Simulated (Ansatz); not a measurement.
# Molecular dynamics, with input and output: La2O3 (part 2 of 2)

The same run, continued: La2O3 (P321, 5 atoms in the cell); DFT with PBE, PAW plane waves, no spin polarisation (Ansatz 0.2.0); cutoff 420 eV, 4×4×3 k-mesh, Gaussian smearing of 0.1 eV. The structure derives from an entry of the Crystallography Open Database.

**What the program printed, continued**
```
md step    54: t =   162.00 fs  T =  2060.7 K  F+E_penalty+E_count = -14208.08821717 eV  E_kin = 1.331804 eV  (8 SCF iters)
SCF 56 converged in 8 iterations: F = -14208.077211 eV  dr2 = 1.07e-9
md step    55: t =   165.00 fs  T =  1771.0 K  F+E_penalty+E_count = -14208.07721097 eV  E_kin = 1.144608 eV  (8 SCF iters)
SCF 57 converged in 8 iterations: F = -14208.295224 eV  dr2 = 1.44e-9
md step    56: t =   168.00 fs  T =  1967.4 K  F+E_penalty+E_count = -14208.29522366 eV  E_kin = 1.271545 eV  (8 SCF iters)
SCF 58 converged in 8 iterations: F = -14208.761936 eV  dr2 = 5.46e-10
md step    57: t =   171.00 fs  T =  2558.7 K  F+E_penalty+E_count = -14208.76193570 eV  E_kin = 1.653665 eV  (8 SCF iters)
SCF 59 converged in 10 iterations: F = -14209.400164 eV  dr2 = 5.54e-10
md step    58: t =   174.00 fs  T =  3495.4 K  F+E_penalty+E_count = -14209.40016387 eV  E_kin = 2.259076 eV  (10 SCF iters)
SCF 60 converged in 9 iterations: F = -14210.063767 eV  dr2 = 4.85e-10
md step    59: t =   177.00 fs  T =  4524.7 K  F+E_penalty+E_count = -14210.06376736 eV  E_kin = 2.924345 eV  (9 SCF iters)
iter 1 solved again at ethr=8.98e-5 eV; its pass at ethr=3.10e-3 eV (dr2=3.59e-2 eV) is discarded
SCF iter   1: F=—  HF=-14210.585508 eV  |F-HF|=—  |Δ(HF+E_count)|=         —  Δρ=8.65e-3  dr2=3.58e-2  ethr=8.98e-5  ⟨swp⟩=1.2  Hψ=5200  notcnv=0
preconditioner: auto → Resta (q_TF=auto, 2.433 Å⁻¹)  ε∞=5.0  [insulator: Δε(μ)=3.538 eV  Ē_g=12.518 eV  σ=0.100 eV  W_gap=1.00  n_scr=22 (ndim 8)  ℏωp=25.0 eV  f_vac=0.028  D(μ)=0.00/eV (n_scr^D=0)  ε∞_Penn≈5.0]
SCF iter   2: F=—  HF=-14210.581798 eV  |F-HF|=—  |Δ(HF+E_count)|=   3.71e-3  Δρ=4.75e-3  dr2=1.14e-2  ethr=8.94e-5  ⟨swp⟩=2.5  Hψ=1039  notcnv=0
SCF iter   3: F=—  HF=-14210.582000 eV  |F-HF|=—  |Δ(HF+E_count)|=   2.01e-4  Δρ=2.98e-3  dr2=6.30e-3  ethr=2.84e-5  ⟨swp⟩=2.0  Hψ=1097  notcnv=0
SCF iter   4: F=—  HF=-14210.580816 eV  |F-HF|=—  |Δ(HF+E_count)|=   1.18e-3  Δρ=4.42e-4  dr2=1.39e-4  ethr=1.58e-5  ⟨swp⟩=2.0  Hψ=899  notcnv=0
SCF iter   5: F=—  HF=-14210.580847 eV  |F-HF|=—  |Δ(HF+E_count)|=   3.10e-5  Δρ=2.02e-4  dr2=2.89e-5  ethr=3.48e-7  ⟨swp⟩=2.0  Hψ=1137  notcnv=0
SCF iter   6: F=—  HF=-14210.580867 eV  |F-HF|=—  |Δ(HF+E_count)|=   1.99e-5  Δρ=8.68e-5  dr2=5.18e-6  ethr=7.21e-8  ⟨swp⟩=2.0  Hψ=1077  notcnv=0
SCF iter   7: F=—  HF=-14210.580870 eV  |F-HF|=—  |Δ(HF+E_count)|=   2.46e-6  Δρ=2.43e-5  dr2=4.42e-7  ethr=1.29e-8  ⟨swp⟩=2.0  Hψ=882  notcnv=0
SCF iter   8: F=—  HF=-14210.580870 eV  |F-HF|=—  |Δ(HF+E_count)|=   4.83e-8  Δρ=5.19e-6  dr2=2.25e-8  ethr=1.10e-9  ⟨swp⟩=2.3  Hψ=1093  notcnv=0
SCF iter   9: F=—  HF=-14210.580870 eV  |F-HF|=—  |Δ(HF+E_count)|=   1.83e-8  Δρ=4.75e-6  dr2=1.56e-8  ethr=1.25e-11  ⟨swp⟩=5.0  Hψ=2700  notcnv=0
SCF iter  10: F=-14210.580870 eV  HF=-14210.580870 eV  |F-HF|=2.82e-10  |Δ(HF+E_count)|=   1.96e-9  Δρ=5.25e-7  dr2=2.38e-10  ethr=1.25e-11  ⟨swp⟩=2.9  Hψ=2485  notcnv=0
SCF 61 converged in 10 iterations: F = -14210.580870 eV  dr2 = 2.38e-10
md step    60: t =   180.00 fs  T =  4947.5 K  F+E_penalty+E_count = -14210.58086960 eV  E_kin = 3.197600 eV  (10 SCF iters)
```

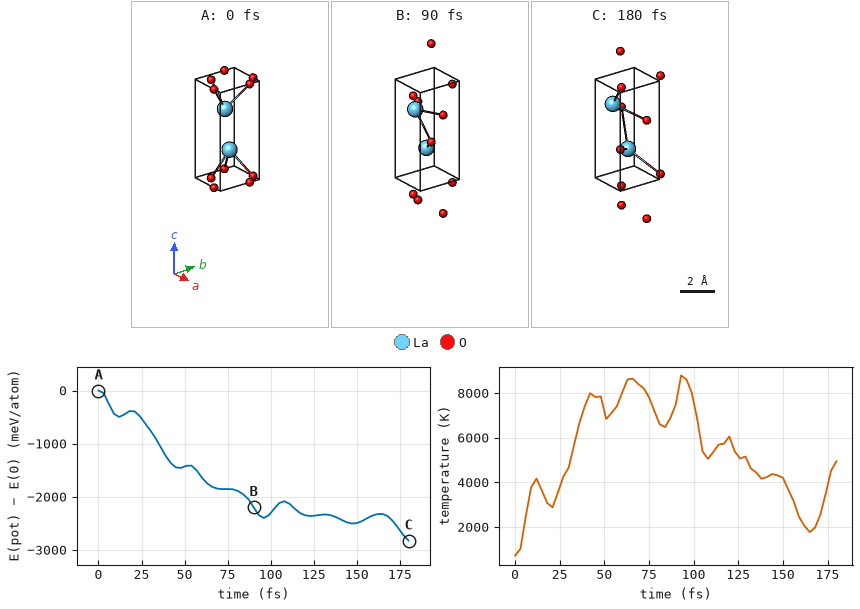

Fig. 1: Frames of the molecular dynamics (ball-and-stick, simulation cell, seen slightly off an axis) above the curves, on which the letters mark them. The trajectory kept here has 61 frames over 180 fs. The temperature starts at 720 K, ranges from 720 to 8789 K and averages 4828 K over the second half. The potential energy ends 2822.9 meV/atom below its first value. With the common drift removed, the root-mean-square displacement is 1.48 Å.

```
SCF converged after 10 iterations
Free energy (F): -14210.580870 eV
Harris-Foulkes:  -14210.580870 eV  (|F-HF|=2.82e-10)
Internal energy: -14210.580870 eV  (E = F + TS)
E sigma→0 (E₀):  -14210.580870 eV
Fermi energy:    12.083424 eV
--- Per-component energies (eV) ---
  E_band       = 10.395160
  E_kinetic    = 922.233832
  E_local      = -1573.387808  (includes V_loc(G=0)·N_el)
  E_nonlocal   = 338.105625
  E_hartree    = 572.642648
  E_xc         = -505.808515
  E_vxc        = -585.172524  (∫ρ·V_xc dr)
  E_paw        = -11309.263348  (= ΣΔE_a)
  E_vpaw       = -236.676573  (= ΣTr[D̂ρ^β])
  E_aug_tail   = 0.007323  (compensation charges beyond the density's cutoff)
  E_ewald      = -2655.110625
  E_smearing   = -0.000000  (= −TS)
  E_closure    = -0.000000  (closes the sum)
  Σ components = -14210.580870   (vs F -14210.580870, Δ=0.00e0)
--- Forces (eV/Å), atoms counted from 1 ---
  atom   1  La    -0.39386422    -1.67935429     0.85439370
  atom   2  La     1.37193040     1.23724009    -0.58192260
  atom   3  O      0.08762621     1.54705045     1.55302359
  atom   4  O      0.05175168    -1.73385779    -0.80996924
  atom   5  O     -1.11744360     0.62892735    -1.01552424
  max |Σ_I F_I| component: 5.80e-6 eV/Å
--- MD trajectory: 60 steps, t = 0.0 → 180.0 fs ---
  final state: T = 4947.5 K   F+E_penalty+E_count = -14210.58086960 eV   E_kin = 3.197600 eV
```

**Trajectory as extended XYZ (Å, eV, eV/Å), 15 of the 61 frames kept, from step=0 to step=60**
```
5
Lattice="3.8912 0.0000 0.0000 -1.9456 3.3698 0.0000 0.0000 0.0000 6.0595" Properties=species:S:1:pos:R:3:forces:R:3 step=0 time_fs=0.0 energy=-14196.46654 temperature=720.0
La   -0.0002    2.2467    1.5149    0.0011  -0.0007   2.1727
La    1.9458    1.1232    4.5446   -0.0012   0.0006  -2.1727
O     0.4864    0.8425    0.0000    4.1568   7.1998   0.0000
O     2.9184    0.0000    0.0000   -8.3125  -0.0005   0.0013
O    -1.4592    2.5274    0.0000    4.1558  -7.1991  -0.0013
5
Lattice="3.8912 0.0000 0.0000 -1.9456 3.3698 0.0000 0.0000 0.0000 6.0595" Properties=species:S:1:pos:R:3:forces:R:3 step=4 time_fs=12.0 energy=-14198.95581 temperature=4167.6
La   -0.0055    2.2658    1.5232    0.2923   0.3372   2.0357
La    1.9285    1.0991    4.5344   -0.5140   0.9678  -1.1285
O     0.6357    1.0028    0.1113    0.3870   0.8464   1.7223
O     2.6695   -0.0039   -0.0975    2.0295  -0.4729  -0.5951
O    -1.1872    2.4293   -0.0591   -2.1949  -1.6786  -2.0344
5
Lattice="3.8912 0.0000 0.0000 -1.9456 3.3698 0.0000 0.0000 0.0000 6.0595" Properties=species:S:1:pos:R:3:forces:R:3 step=9 time_fs=27.0 energy=-14199.54179 temperature=4254.2
La   -0.0103    2.2982    1.5416   -3.0875   3.1272   2.9375
La    1.8892    1.0590    4.4845   -2.9182   0.5529  -1.9310
O     0.8783    1.2063    0.4583    2.1371  -5.0121   0.8704
O     2.5595   -0.0943   -0.2531    4.2128  -1.0433   0.0814
O    -1.0991    2.1270   -0.2992   -0.3441   2.3753  -1.9583
5
Lattice="3.8912 0.0000 0.0000 -1.9456 3.3698 0.0000 0.0000 0.0000 6.0595" Properties=species:S:1:pos:R:3:forces:R:3 step=13 time_fs=39.0 energy=-14202.60934 temperature=7405.6
La   -0.0301    2.3534    1.5810   -1.8504   1.1528  -2.3591
La    1.8200    1.0245    4.4148   -4.0737  -2.2621  -0.2975
O     1.1559    0.9812    0.8230    0.9768  -1.1819   1.7154
O     2.8449   -0.2167   -0.4027    0.6201  -0.5311  -0.0700
O    -1.1219    2.1373   -0.5990    4.3272   2.8222   1.0113
5
Lattice="3.8912 0.0000 0.0000 -1.9456 3.3698 0.0000 0.0000 0.0000 6.0595" Properties=species:S:1:pos:R:3:forces:R:3 step=17 time_fs=51.0 energy=-14203.54668 temperature=6839.9
La   -0.0778    2.3919    1.5948    0.4255  -8.1958  -0.8605
La    1.7233    0.9684    4.3503   -0.9761   0.1117   2.5697
O     1.5367    0.7061    1.2030   -0.6505   8.6690  -0.3531
O     3.1586   -0.3673   -0.4982   -0.2336   0.4612  -0.3789
O    -0.7925    2.3305   -0.7994    1.4347  -1.0461  -0.9772
5
Lattice="3.8912 0.0000 0.0000 -1.9456 3.3698 0.0000 0.0000 0.0000 6.0595" Properties=species:S:1:pos:R:3:forces:R:3 step=21 time_fs=63.0 energy=-14205.19111 temperature=8613.8
La   -0.0989    2.3695    1.5992    0.2901  -3.4339  -2.8078
La    1.6357    0.9100    4.3325    0.2453   3.1113   0.7773
O     1.8859    0.9770    1.5421   -0.3941   3.1292   0.9612
O     3.4610   -0.5307   -0.5669    0.9723   1.7642   0.9135
O    -0.3408    2.4217   -1.0318   -1.1137  -4.5708   0.1559
5
Lattice="3.8912 0.0000 0.0000 -1.9456 3.3698 0.0000 0.0000 0.0000 6.0595" Properties=species:S:1:pos:R:3:forces:R:3 step=26 time_fs=78.0 energy=-14205.75515 temperature=7201.4
La   -0.1099    2.2943    1.5710    6.0929   3.6028  -5.2727
La    1.5654    0.8809    4.3353    3.2355  -1.0201   1.8553
O     2.1627    1.5953    1.9639   -6.3949  -4.1123   2.4324
O     3.9508   -0.5207   -0.4617   -0.3475   1.5750   2.7762
O     0.0274    2.0403   -1.3386   -2.5859  -0.0455  -1.7911
5
Lattice="3.8912 0.0000 0.0000 -1.9456 3.3698 0.0000 0.0000 0.0000 6.0595" Properties=species:S:1:pos:R:3:forces:R:3 step=30 time_fs=90.0 energy=-14207.43019 temperature=7493.8
La   -0.0757    2.2657    1.4984    0.3613   0.8004  -2.9226
La    1.5735    0.8394    4.3538    7.7600  -4.1139   2.7684
O     1.9407    1.7303    2.3422   -0.3766  -0.8677  -1.2738
O     4.2758   -0.4311   -0.1799   -1.2767  -0.0870   2.7941
O    -0.0075    1.6831   -1.6417   -6.4680   4.2682  -1.3661
5
Lattice="3.8912 0.0000 0.0000 -1.9456 3.3698 0.0000 0.0000 0.0000 6.0595" Properties=species:S:1:pos:R:3:forces:R:3 step=34 time_fs=102.0 energy=-14207.58501 temperature=6841.6
La   -0.0436    2.2452    1.4012    1.2700  -1.9921   2.0405
La    1.6391    0.7500    4.3902   -1.8345  -2.4143   3.0716
O     1.6604    1.7010    2.5950    1.0214   0.2212  -3.9580
O     4.4137   -0.3600    0.2627   -4.4223   2.3506  -1.6867
O    -0.4782    1.6567   -1.9801    3.9654   1.8346   0.5326
5
Lattice="3.8912 0.0000 0.0000 -1.9456 3.3698 0.0000 0.0000 0.0000 6.0595" Properties=species:S:1:pos:R:3:forces:R:3 step=39 time_fs=117.0 energy=-14207.99254 temperature=5736.8
La    0.0027    2.2144    1.3036   -1.2867  -0.1769   0.2315
La    1.6653    0.6129    4.4669   -1.2094   0.4249  -0.1157
O     1.4615    1.6532    2.5304    1.5256  -2.0296   0.1821
O     4.0832   -0.0524    0.5668   -1.9872   1.2734  -2.5152
O    -0.6642    1.8992   -2.2709    2.9578   0.5082   2.2174
5
Lattice="3.8912 0.0000 0.0000 -1.9456 3.3698 0.0000 0.0000 0.0000 6.0595" Properties=species:S:1:pos:R:3:forces:R:3 step=43 time_fs=129.0 energy=-14208.15678 temperature=5158.5
La    0.0299    2.1872    1.2484   -2.5619   2.5817   2.5646
La    1.6697    0.5098    4.5494   -0.2457   3.5633  -0.5758
O     1.4410    1.4677    2.5063    2.4359  -1.9746  -0.1080
O     3.6299    0.2423    0.5608    0.4611  -2.1088  -3.4082
O    -0.4485    2.0939   -2.2911   -0.0895  -2.0617   1.5273
5
Lattice="3.8912 0.0000 0.0000 -1.9456 3.3698 0.0000 0.0000 0.0000 6.0595" Properties=species:S:1:pos:R:3:forces:R:3 step=47 time_fs=141.0 energy=-14208.62550 temperature=4237.9
La    0.0405    2.1814    1.2248   -1.1201   0.2705   5.2109
La    1.6689    0.4373    4.6143   -1.0990   5.2213  -1.1758
O     1.5944    1.1668    2.4518    0.6945  -0.6400  -1.8960
O     3.2649    0.3462    0.3204    1.8282  -1.2016  -2.1428
O    -0.2081    2.0629   -2.1697   -0.3036  -3.6503   0.0036
5
Lattice="3.8912 0.0000 0.0000 -1.9456 3.3698 0.0000 0.0000 0.0000 6.0595" Properties=species:S:1:pos:R:3:forces:R:3 step=51 time_fs=153.0 energy=-14208.74627 temperature=3681.5
La    0.0253    2.1897    1.2403   -0.3002  -1.7443   4.2512
La    1.6681    0.4263    4.6513   -2.8387   1.8022  -5.6030
O     1.7799    0.8655    2.2317   -0.4194   0.5418  -1.0859
O     3.0800    0.3569   -0.0015    4.7110  -0.9168   2.8996
O    -0.0327    1.7676   -2.0420   -1.1528   0.3171  -0.4619
5
Lattice="3.8912 0.0000 0.0000 -1.9456 3.3698 0.0000 0.0000 0.0000 6.0595" Properties=species:S:1:pos:R:3:forces:R:3 step=56 time_fs=168.0 energy=-14208.29522 temperature=1967.4
La   -0.0012    2.1845    1.3078    0.2320  -4.9057   0.8528
La    1.6507    0.4511    4.6610    0.8428  -0.3751  -2.1854
O     1.8806    0.6457    1.8924   -1.1141   4.9081   2.4447
O     3.3256    0.3494   -0.0678    2.3042  -2.4273   1.4442
O     0.0500    1.5979   -1.9487   -2.2648   2.8000  -2.5563
5
Lattice="3.8912 0.0000 0.0000 -1.9456 3.3698 0.0000 0.0000 0.0000 6.0595" Properties=species:S:1:pos:R:3:forces:R:3 step=60 time_fs=180.0 energy=-14210.58087 temperature=4947.5
La   -0.0171    2.1317    1.3673   -0.3939  -1.6794   0.8544
La    1.6292    0.4532    4.6425    1.3719   1.2372  -0.5819
O     1.8432    0.8504    1.8387    0.0876   1.5471   1.5530
O     3.7157    0.1272    0.0780    0.0518  -1.7339  -0.8100
O    -0.0426    1.7265   -2.0712   -1.1174   0.6289  -1.0155
```

This output came from the following input.

**Input**
```yaml
crystal:
  lattice:
    - [3.89115233, 4.0e-08, 0.0]
    - [-1.94557613, 3.36983679, 0.0]
    - [0.0, 0.0, 6.05950428]
  atoms:
    - { symbol: La, position: [0.3333, 0.6667, 0.25] }
    - { symbol: La, position: [0.6667, 0.3333, 0.75] }
    - { symbol: O, position: [0.25, 0.25, 0.0] }
    - { symbol: O, position: [0.75, 0.0, 0.0] }
    - { symbol: O, position: [0.0, 0.75, 0.0] }
kpoints:
  mp_grid: { grid: [4, 4, 3] }
magnetization:
  spin_polarized: false
scf:
  occupations: { method: gaussian, width: 0.1 }
hamiltonian:
  pseudopotentials: { kind: paw }
  xc: pbe
basis:
  ecutwfc: 420
md:
  timestep: 3.0
  n_steps: 60
  ensemble: nvt_langevin
  temperature: 900.0
  initial_velocities: maxwell_boltzmann
  seed: 91533
```

Launched with:
```bash
ansatz run input.yaml --threads 2 --pin off --max-ram 2560MiB --backend cpu --events-out ev --progress --plain --runs-dir out
```

**Summary**

- outcome: finished
- mean temperature over the second half: 4828 K
- trajectory: 60 steps, 180 fs
- ensemble: nvt_langevin
- temperature in the input: 900.0 K
- time step: 3.0 fs
- space group of the start (tolerance 0.01 Å): P321 (150)
- electrons treated: 40
- potential energy (free energy of the electrons) (last step): −14210.5809 eV
- Fermi energy (last step): 12.083 eV
- largest force (length of the vector) (last step): 2.194 eV/Å
- hardware: 2 threads of Arm Neoverse N1, 98 GiB of memory available, shared host
- wall time: 5.3 min (CPU time 10 min)
- peak memory: 0.37 GiB

**Remarks**

So short a trajectory is not equilibrated. The logged temperature at the start can lie below the typed one, since it is counted over all degrees of freedom. The temperature stays far from the 900 K of the thermostat over the second half: the run isn't equilibrated.
